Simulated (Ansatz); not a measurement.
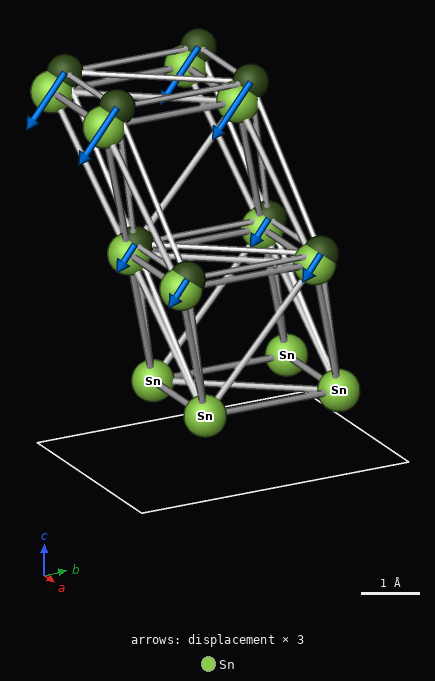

This is a constrained relaxation of a slab of composition Sn (cut from the I4/mmm phase). The starting structure is drawn faded, the final one solid; blue arrows show the displacements, magnified 3 times.

The picture is a ball-and-stick view of the cell of the calculation, outlined in the plane, without the vacuum, seen slightly off an axis.

Case: clean slab, lower half held. The slab is the (1 0 1) face of Sn. 4 atoms are held fixed.

These are results of DFT PBE, scalar-relativistic, plane waves, PAW in Ansatz 0.2.0, not measurements. Settings: plane-wave cutoff 420 eV; k-point mesh 5 × 5 × 1; occupations gaussian; smearing width 0.1 eV; no spin polarisation; dipole correction; atoms relaxed in a fixed cell; force threshold 0.03 eV/Å; at most 70 steps.

**What happened in the run?**

The energy falls by 0.140 eV per cell of the calculation in 4 geometry steps. The largest force component goes from 0.22 to 0.0062 eV/Å. The largest moves, 0.41 Å, are those of Sn atoms. The cell doesn't change. Near-neighbour distances that change, for instance: Sn–Sn 3.481 → 3.277 Å, Sn–Sn 3.375 → 3.272 Å. Among the angles between lasting bonds that change: Sn–Sn–Sn 117.9° → 120.9°, Sn–Sn–Sn 62.1° → 59.1°, Sn–Sn–Sn 62.1° → 64.4°. Cost: 69 s on 2 threads of AMD EPYC 9R45 96-Core Processor (Zen 5) (shared host), peak memory 1.6 GiB.
